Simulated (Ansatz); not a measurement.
## Run report: TiSi2, single-point calculation

System: TiSi2 (slab, 18 atoms in the cell).
Method: DFT, PBE, plane waves, PAW, no spin polarisation (Ansatz 0.2.0).

The structure derives from a Materials Project entry. Some settings of this run were made unusual or wrong on purpose. Figures and captions count atoms from 1; the log counts them from 0 in places.

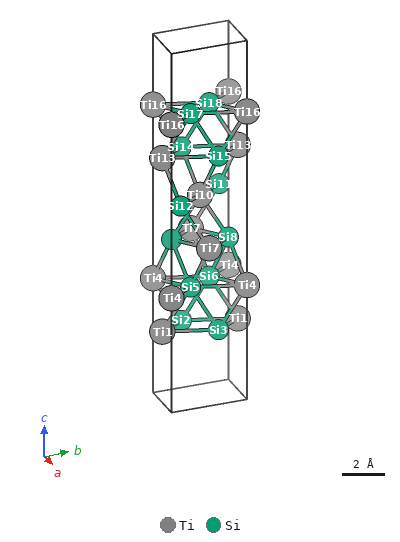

**Figure 1.** The input geometry (ball-and-stick view of the cell of the calculation, with the vacuum cut short, seen slightly off an axis; atoms are numbered from 1 in the order of the input).

## The input
```yaml
crystal:
  lattice:
    - [4.7827940929, 0.0, 0.0]
    - [-2.3669914019, 4.1560162462, 0.0]
    - [0.0, 0.0, 25.7004598267]
  atoms:
    - { symbol: Ti, position: [0.5, 0.0, 0.2918235724] }
    - { symbol: Si, position: [0.1630629673, 0.3369370327, 0.2918235724] }
    - { symbol: Si, position: [0.8369370327, 0.6630629673, 0.2918235724] }
    - { symbol: Ti, position: [0.0, 0.0, 0.3750941435] }
    - { symbol: Si, position: [0.6630629673, 0.3369370327, 0.3750941435] }
    - { symbol: Si, position: [0.3369370327, 0.6630629673, 0.3750941435] }
    - { symbol: Ti, position: [0.0, 0.5, 0.4583647145] }
    - { symbol: Si, position: [0.6630629673, 0.8369370327, 0.4583647145] }
    - { symbol: Si, position: [0.3369370327, 0.1630629673, 0.4583647145] }
    - { symbol: Ti, position: [0.5, 0.5, 0.5416352855] }
    - { symbol: Si, position: [0.1630629673, 0.8369370327, 0.5416352855] }
    - { symbol: Si, position: [0.8369370327, 0.1630629673, 0.5416352855] }
    - { symbol: Ti, position: [0.5, 0.0, 0.6249058565] }
    - { symbol: Si, position: [0.1630629673, 0.3369370327, 0.6249058565] }
    - { symbol: Si, position: [0.8369370327, 0.6630629673, 0.6249058565] }
    - { symbol: Ti, position: [0.0, 0.0, 0.7081764276] }
    - { symbol: Si, position: [0.6630629673, 0.3369370327, 0.7081764276] }
    - { symbol: Si, position: [0.3369370327, 0.6630629673, 0.7081764276] }
basis:
  ecutwfc: 420
kpoints:
  mp_grid: { grid: [8, 7, 2] }
hamiltonian:
  xc: pbe
scf:
  occupations: { method: gaussian, width: 0.1 }
  max_iter: 60
output:
  forces: true
  eigenvalues: true
  stress: true
efield:
  axis: 3
  dipole_correction: true
  ramp_width: 0.04
```

Machine: 4 threads of Arm Neoverse V2, 128 GiB of memory available, shared host.

Launch command:
```bash
ansatz run input.yaml --threads 4 --pin off --max-ram 8192MiB --backend cpu --events-out ev --progress --plain --runs-dir out
```

## Log
```
Engine: ansatz 0.2.0, aarch64-unknown-linux-gnu
Pseudopotentials: kind: paw
Pseudopotential: Ti, paw, valence charge 12, recommended cutoff 420 eV (normal), Ti.paw.azcp
Pseudopotential: Si, paw, valence charge 4, recommended cutoff 420 eV (normal), Si.paw.azcp
Functional definition: PBE
  parameter kappa = 0.804
  parameter beta = 0.06672455060314922
  exchange = pbe_x(kappa = kappa, mu = beta*pi^2/3)
  correlation = pbe_c(beta = beta)
Crystal: 18 atoms, lattice volume = 510.858 Å³
Basis set: ecut = 420 eV, 9853 PW (Γ), exchange–correlation on 64×64×360 points (8 copies of the dense FFT grid, shifted against one another)
Bands: 78, of which v1, the nominal top of the filled ones, is band 60 counted from 1 (59 counted from 0)
Symmetry: 2 space group operations
k-points: 58 of 112
Non-local potential: Ti, projectors of the file, l = 0: 3, l = 1: 2, l = 2: 3, l = 3: 1
Non-local potential: Si, projectors of the file, l = 0: 2, l = 1: 2, l = 2: 2
PAW form: soft (Blöchl's): semilocal exchange-correlation on the pseudo side does not see the compensation charge
PAW one-centre angular grid: Ti, 590 points (default); XC on 64 Gauss nodes
PAW one-centre angular grid: Si, 110 points (default); XC on 64 Gauss nodes
Initial density: superposition of atomic densities (neutral atoms: chi_scale 0, normalization atom), corrected by the library's trained network
Initial wavefunctions: pseudopotential atomic-orbital guess
Functional: x = pbe(κ = 0.804, μ = 0.2195149727645171), c = pbe(β = 0.06672455060314922)
SCF iter   1: F=—  HF=-22633.121109 eV  |F-HF|=—  |Δ(HF+E_count)|=         —  Δρ=7.57e-3  dr2=3.16e0  ethr=1.77e-3  p=0.000 e·Å  D=4.17e-14 V/Å  ΔV_dip=-0.00 eV  dr2_dipole=8.99e-9  V_vac-E_F(+/−)=4.10/4.10 eV  ⟨swp⟩=9.1  Hψ=23394  notcnv=0
efield: sawtooth ramp at fractional position 0.9800 (placed from the atoms, in the widest stretch of the axis that holds none; the zero of the levels goes with the place), width 0.0400; the density the first Hamiltonian is built on has a dipole p = 0.000 e·Å; the dipole correction subtracts the counter field D = 4.17e-14 V/Å, which shifts the + side's vacuum level by -0.00 eV against the − side's; the planar-averaged density in the ramp window peaks in size at 7.7e-6 e/Å³
preconditioner: auto → LDOS  [metal: Δε(μ)=0.012 eV  Ē_g=5.822 eV  σ=0.100 eV  W_gap=0.07  n_scr=94 (ndim 8)  ℏωp=13.9 eV  f_vac=0.431  D(μ)=9.03/eV (n_scr^D=56)  β→1.0]
SCF iter   2: F=—  HF=-22633.046411 eV  |F-HF|=—  |Δ(HF+E_count)|=   7.47e-2  Δρ=2.90e-3  dr2=3.54e-1  ethr=1.77e-3  p=0.000 e·Å  D=1.03e-5 V/Å  ΔV_dip=-0.00 eV  dr2_dipole=1.15e-7  V_vac-E_F(+/−)=3.80/3.80 eV  ⟨swp⟩=2.0  Hψ=5490  notcnv=0  defer=372
SCF iter   3: F=—  HF=-22633.034064 eV  |F-HF|=—  |Δ(HF+E_count)|=   1.23e-2  Δρ=4.83e-4  dr2=3.53e-3  ethr=2.95e-4  p=0.000 e·Å  D=4.80e-6 V/Å  ΔV_dip=-0.00 eV  dr2_dipole=2.52e-9  V_vac-E_F(+/−)=3.81/3.81 eV  ⟨swp⟩=1.4  Hψ=4235  notcnv=0  defer=470
SCF iter   4: F=—  HF=-22633.034819 eV  |F-HF|=—  |Δ(HF+E_count)|=   7.55e-4  Δρ=2.36e-4  dr2=8.90e-4  ethr=2.94e-6  p=0.000 e·Å  D=3.22e-6 V/Å  ΔV_dip=-0.00 eV  dr2_dipole=1.93e-11  V_vac-E_F(+/−)=3.79/3.79 eV  ⟨swp⟩=3.3  Hψ=7605  notcnv=0  defer=470
SCF iter   5: F=—  HF=-22633.034801 eV  |F-HF|=—  |Δ(HF+E_count)|=   1.81e-5  Δρ=5.30e-5  dr2=2.59e-5  ethr=7.42e-7  p=0.000 e·Å  D=1.87e-6 V/Å  ΔV_dip=-0.00 eV  dr2_dipole=8.49e-11  V_vac-E_F(+/−)=3.79/3.79 eV  ⟨swp⟩=2.0  Hψ=5187  notcnv=0  defer=470
SCF iter   6: F=—  HF=-22633.035075 eV  |F-HF|=—  |Δ(HF+E_count)|=   2.74e-4  Δρ=1.86e-5  dr2=7.83e-6  ethr=2.16e-8  p=0.000 e·Å  D=9.03e-7 V/Å  ΔV_dip=-0.00 eV  dr2_dipole=5.49e-11  V_vac-E_F(+/−)=3.79/3.79 eV  ⟨swp⟩=2.7  Hψ=7687  notcnv=0  defer=391
SCF iter   7: F=—  HF=-22633.035075 eV  |F-HF|=—  |Δ(HF+E_count)|=   5.26e-7  Δρ=7.06e-6  dr2=9.65e-7  ethr=6.53e-9  p=0.000 e·Å  D=4.86e-7 V/Å  ΔV_dip=-0.00 eV  dr2_dipole=3.84e-13  V_vac-E_F(+/−)=3.79/3.79 eV  ⟨swp⟩=2.0  Hψ=6047  notcnv=0  defer=391
SCF iter   8: F=—  HF=-22633.035075 eV  |F-HF|=—  |Δ(HF+E_count)|=   9.73e-8  Δρ=2.71e-6  dr2=1.53e-7  ethr=8.04e-10  p=0.000 e·Å  D=2.02e-7 V/Å  ΔV_dip=-0.00 eV  dr2_dipole=2.40e-13  V_vac-E_F(+/−)=3.79/3.79 eV  ⟨swp⟩=2.9  Hψ=7737  notcnv=0  defer=391
SCF iter   9: F=-22633.035075 eV  HF=-22633.035075 eV  |F-HF|=4.16e-9  |Δ(HF+E_count)|=   2.05e-8  Δρ=1.25e-6  dr2=2.05e-8  ethr=8.33e-11  p=0.000 e·Å  D=4.81e-8 V/Å  ΔV_dip=-0.00 eV  dr2_dipole=5.40e-14  V_vac-E_F(+/−)=3.79/3.79 eV  ⟨swp⟩=20.1  Hψ=24942  notcnv=0
SCF 1 converged in 9 iterations: F = -22633.035075 eV  dr2 = 2.05e-8
  greatest PAW one-centre occupation: 0.999 electrons in one spin orbital (limit 2), on the Ti atom at site 12 (counted from 0), in its partial waves of l = 0
SCF converged after 9 iterations
Free energy (F): -22633.035075 eV
Harris-Foulkes:  -22633.035075 eV  (|F-HF|=4.16e-9)
Internal energy: -22632.982436 eV  (E = F + TS)
E sigma→0 (E₀):  -22633.008756 eV
Entropy (-TS):   -0.052640 eV (-2.924 meV/atom)
Fermi energy:    4.492760 eV
Dipole field:    D = -0.000000 V/Å  (p = -0.000000 e·Å, saw-weighted, corrected)
Work function:   Φ+ = 3.7899 eV   Φ− = 3.7899 eV
Levels:          The Fermi level and band energies are counted from a zero that moves with the ramp; work functions are not
--- Per-component energies (eV) ---
  E_band       = -1634.213947
  E_kinetic    = 2137.725664
  E_local      = -77422.065768  (includes V_loc(G=0)·N_el)
  E_nonlocal   = 352.597792
  E_hartree    = 37831.122586
  E_xc         = -1259.516478
  E_vxc        = -1309.638450  (∫ρ·V_xc dr)
  E_paw        = -12437.531107  (= ΣΔE_a)
  E_vpaw       = -1055.103777  (= ΣTr[D̂ρ^β])
  E_aug_tail   = 0.000786  (compensation charges beyond the density's cutoff)
  E_efield     = 0.000000  (sawtooth field / dipole correction)
  E_vefield    = 0.000000  (∫n·V_field dr)
  E_ewald      = 28164.684089
  E_smearing   = -0.052640  (= −TS)
  E_closure    = 0.000000  (closes the sum)
  Σ components = -22633.035075   (vs F -22633.035075, Δ=0.00e0)
--- Forces (eV/Å), atoms counted from 1 ---
  atom   1  Ti     0.00000000     0.00000000    -0.07816613
  atom   2  Si    -0.01651822     0.20978381    -0.05620388
  atom   3  Si     0.01651822    -0.20978381    -0.05620388
  atom   4  Ti     0.00000000     0.00000000     0.14045248
  atom   5  Si     0.00243582     0.03499230    -0.08369427
  atom   6  Si    -0.00243582    -0.03499230    -0.08369427
  atom   7  Ti     0.00000000     0.00000000     0.11615306
  atom   8  Si     0.00786872     0.04758885     0.16082106
  atom   9  Si    -0.00786872    -0.04758885     0.16082106
  atom  10  Ti     0.00000000     0.00000000    -0.11615307
  atom  11  Si     0.00786886     0.04758881    -0.16082096
  atom  12  Si    -0.00786886    -0.04758881    -0.16082096
  atom  13  Ti     0.00000000     0.00000000    -0.14045260
  atom  14  Si     0.00243583     0.03499233     0.08369414
  atom  15  Si    -0.00243583    -0.03499233     0.08369414
  atom  16  Ti     0.00000000     0.00000000     0.07816632
  atom  17  Si    -0.01651824     0.20978362     0.05620394
  atom  18  Si     0.01651824    -0.20978362     0.05620394
  max |Σ_I F_I| component: 1.07e-7 eV/Å
--- Stress (GPa, compression-positive) ---
       -2.996108       0.034967       0.000000
        0.034967      -2.321249       0.000000
        0.000000       0.000000       0.400119
  P = ⅓ Tr σ = -1.6391 GPa (-16.391 kbar)
--- Band table (eV; the first three rows and the last of 58) ---
  k-point 0: bands = ["-52.4925", "-52.4925", "-51.9391", "-51.9389", "-51.8778", "-51.8645", "-28.9342", "-28.9342", "-28.7568", "-28.7568", "-28.6789", "-28.6789", "-28.2868", "-28.2858", "-28.2844", "-28.2786", "-28.2540", "-28.2442", "-28.2221", "-28.2127", "-28.1747", "-28.1702", "-28.1577", "-28.1458", "-7.9491", "-7.4213", "-6.5368", "-5.4042", "-4.1004", "-2.8407", "-1.2893", "-1.0357", "-0.7563", "-0.6901", "-0.5942", "-0.3940", "-0.3827", "-0.0578", "-0.0010", "0.1921", "0.4585", "0.6606", "0.8318", "0.9214", "1.2754", "1.5801", "1.6444", "1.9045", "2.3906", "2.4846", "2.4990", "2.6227", "2.7332", "2.7611", "3.0362", "3.1139", "3.2698", "3.2728", "3.2827", "3.3349", "4.6198", "4.6887", "4.7160", "5.0339", "5.0390", "5.2547", "5.2573", "5.3601", "5.6881", "6.1284", "7.3883", "7.4124", "7.4957", "7.5339", "7.5510", "7.5863", "7.6217", "7.6305"]
  k-point 1: bands = ["-52.4925", "-52.4925", "-51.9391", "-51.9389", "-51.8778", "-51.8645", "-28.9342", "-28.9342", "-28.7568", "-28.7568", "-28.6789", "-28.6789", "-28.2868", "-28.2858", "-28.2844", "-28.2786", "-28.2540", "-28.2442", "-28.2221", "-28.2127", "-28.1747", "-28.1702", "-28.1577", "-28.1458", "-7.9491", "-7.4213", "-6.5368", "-5.4042", "-4.1005", "-2.8407", "-1.2893", "-1.0357", "-0.7563", "-0.6901", "-0.5942", "-0.3940", "-0.3827", "-0.0578", "-0.0010", "0.1921", "0.4585", "0.6606", "0.8318", "0.9214", "1.2754", "1.5801", "1.6444", "1.9045", "2.3906", "2.4846", "2.4990", "2.6227", "2.7332", "2.7611", "3.0362", "3.1139", "3.2698", "3.2728", "3.2827", "3.3349", "4.6197", "4.6887", "4.7160", "5.0339", "5.0390", "5.2547", "5.2573", "5.3603", "5.6881", "6.1284", "7.3882", "7.4125", "7.4803", "7.5339", "7.5863", "7.5881", "7.5984", "7.6301"]
  k-point 2: bands = ["-52.4925", "-52.4925", "-51.9389", "-51.9388", "-51.8779", "-51.8646", "-28.9341", "-28.9341", "-28.7575", "-28.7575", "-28.6791", "-28.6791", "-28.2892", "-28.2873", "-28.2852", "-28.2804", "-28.2524", "-28.2483", "-28.2157", "-28.2151", "-28.1756", "-28.1680", "-28.1571", "-28.1463", "-7.7810", "-7.2610", "-6.4000", "-5.2690", "-4.0028", "-2.7697", "-2.1971", "-2.1717", "-1.2082", "-1.1352", "-0.9156", "-0.8153", "-0.3337", "-0.2705", "-0.1938", "0.7389", "1.0351", "1.0482", "1.3224", "1.4704", "1.6347", "1.8201", "1.9576", "1.9598", "2.2313", "2.3465", "2.3487", "2.7073", "2.8230", "3.0967", "3.1174", "3.1722", "3.2271", "3.3083", "3.3565", "3.7774", "4.4420", "4.5536", "4.6498", "4.8081", "4.9727", "5.1026", "5.1222", "5.4370", "5.6747", "6.0503", "6.7786", "7.0871", "7.1903", "7.2506", "7.2562", "7.2803", "7.4078", "7.4078"]
  k-point 57: bands = ["-52.4923", "-52.4923", "-51.9383", "-51.9383", "-51.8717", "-51.8717", "-28.9354", "-28.9354", "-28.7589", "-28.7589", "-28.6822", "-28.6822", "-28.3007", "-28.2997", "-28.2877", "-28.2846", "-28.2549", "-28.2499", "-28.2166", "-28.2117", "-28.1676", "-28.1674", "-28.1450", "-28.1444", "-6.2022", "-5.7214", "-5.6732", "-5.2143", "-4.8533", "-4.5270", "-3.9627", "-3.4080", "-2.8654", "-2.3500", "-1.7727", "-1.3567", "-0.4522", "0.0051", "0.2924", "0.3895", "0.5318", "1.0934", "1.2081", "1.4749", "1.6483", "2.0190", "2.3241", "2.5094", "2.5754", "2.8777", "3.1613", "3.3168", "3.4864", "3.5014", "3.5225", "3.5496", "3.6941", "3.7614", "3.8829", "4.0256", "4.3063", "4.4423", "5.1687", "5.2103", "5.3755", "5.6386", "5.6833", "5.7133", "6.2641", "6.4298", "6.6402", "6.6843", "7.0149", "7.0228", "7.1490", "7.2755", "7.3416", "7.3525"]
```

## What the run reported

```csv
quantity,value
outcome,converged
electrons treated,120
free energy,−22633.0351 eV
Fermi energy,4.493 eV
gap on the k-point mesh,none (metallic)
largest force (length of the vector),0.218 eV/Å
wall time,74 s (CPU time 4.9 min)
peak memory,2.1 GiB
```

## Notes

This input holds a deliberate fault: a mesh that breaks the symmetry (`kpoints.mp_grid.grid`). It did no harm here: the run converged to the energy of the sound run within 1 meV per atom.
